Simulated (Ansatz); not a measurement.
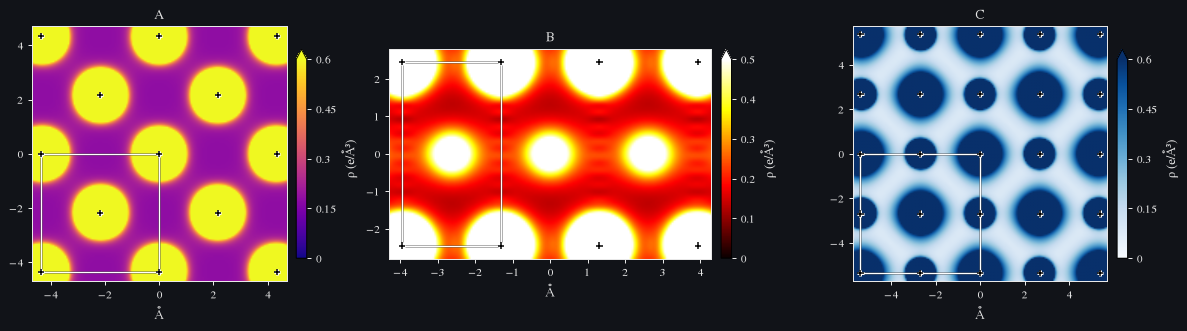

The valence electron density of 3 systems, each on a plane through atoms (crosses mark nuclei in the plane).

These are results of Kohn-Sham DFT of a periodic cell, HSE06, Ansatz PAW in Ansatz, not measurements.

System 1: Hf, the (100) plane of the conventional cell. Space group Fm-3m; computed pressure about 13 GPa in this cell.

```
Hf
1.0
     4.34936    0.00000    0.00000
     0.00000    4.34936    0.00000
     0.00000    0.00000    4.34936
Hf
4
Direct
  0.00000 0.00000 0.00000
  0.50000 0.50000 0.00000
  0.50000 0.00000 0.50000
  0.00000 0.50000 0.50000
```

System 2: Zn, the (100) plane of the conventional cell. Space group P6₃/mmc; computed pressure about 3 GPa in this cell.

System 3: MgSe, the (001) plane of the conventional cell. Space group Fm-3m; computed pressure about 4 GPa in this cell.

```
CELL_PARAMETERS angstrom
5.37733 0.00000 0.00000
0.00000 5.37733 0.00000
0.00000 0.00000 5.37733
ATOMIC_POSITIONS crystal
Se 0.50000 0.00000 0.00000
Se 0.00000 0.50000 0.00000
Se 0.00000 0.00000 0.50000
Se 0.50000 0.50000 0.50000
Mg 0.00000 0.00000 0.00000
Mg 0.50000 0.50000 0.00000
Mg 0.50000 0.00000 0.50000
Mg 0.00000 0.50000 0.50000
```

Q: Which map belongs to which system?

A: Panel A is system 1, Hf: the plane holds Hf. Hf–Hf (3.08 Å): ρ at the midpoint is about 0.21 e/Å³. Panel B is system 2, Zn: the plane holds Zn. Zn–Zn (2.63 Å): the density is about 0.26 e/Å³ at the midpoint. Panel C is system 3, MgSe: the plane holds Se and Mg. Mg–Se (2.69 Å): ρ at the midpoint is about 0.27 e/Å³.
